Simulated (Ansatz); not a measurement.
Input

```
crystal:
  lattice:
    - [4.7839, 0.0, 0.0]
    - [-2.39195, 4.1429789292, 0.0]
    - [0.0, 0.0, 6.57]
  atoms:
    - { symbol: Ta, position: [0.5, 0.0, 0.0] }
    - { symbol: Ta, position: [0.5, 0.5, 0.6666666667] }
    - { symbol: Ta, position: [0.0, 0.5, 0.3333333333] }
    - { symbol: Si, position: [0.15897, 0.31794, 0.0] }
    - { symbol: Si, position: [0.84103, 0.15897, 0.6666666667] }
    - { symbol: Si, position: [0.68206, 0.84103, 0.3333333333] }
    - { symbol: Si, position: [0.84103, 0.68206, 0.0] }
    - { symbol: Si, position: [0.15897, 0.84103, 0.6742770168] }
    - { symbol: Si, position: [0.31794, 0.15897, 0.3333333333] }
basis:
  ecutwfc: 500
  fft_grid_basis: typed
kpoints:
  mp_grid: { grid: [9, 9, 6] }
hamiltonian:
  xc: pbe
  pseudopotentials: { kind: paw }
scf:
  occupations: { method: gaussian, width: 0.05 }
output:
  forces: true
  stress: true
  eigenvalues: true
  bader: true
  write_density: true
  volumetric_format: npy
```

Run with:

```sh
ansatz run input.yaml --threads 2 --pin off --max-ram 4096MiB --backend cpu --events-out ev --progress --plain --runs-dir out
```

The picture shows the cell of the calculation (origin moved) (a = 4.78 Å, b = 4.78 Å, c = 6.57 Å, α = 90.00°, β = 90.00°, γ = 120.00°).

Space group P6_422; the calculation finds a residual pressure of about 3 GPa at this fixed cell.

Level of theory: Ansatz 0.2.0, DFT PBE, scalar-relativistic, plane waves, PAW.

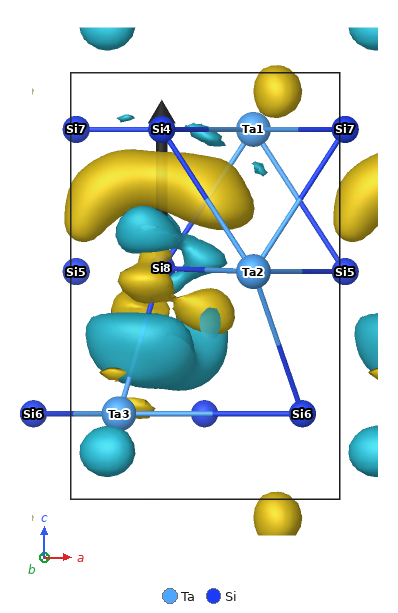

TaSi2. Si8 was moved by 0.05 Å along [0 0 1] in the axes of the cell drawn (arrow, not to scale). Change of the density less the rigid motion of the neutral atom's own density: yellow surfaces at +0.002 and cyan ones at −0.002 e/Å³, in the cell of the calculation (origin moved) seen along the b axis.

In a PAW calculation such maps are meaningful between the atoms, not at the nuclei.

Q: Describe the electronic response.

A: About 0.04 e is rearranged in the cell. Outside the cores the largest gain, 0.010 e/Å³, lies 1.1 Å from a tantalum nucleus and 1.5 Å from a silicon one, and the largest loss lies there too, on other sides.

Q: What restoring force does the calculation give for this move?

A: The force on it changes by 0.61 eV/Å along the move, against it: a stiffness of about 12 eV/Å² for this sublattice shift.
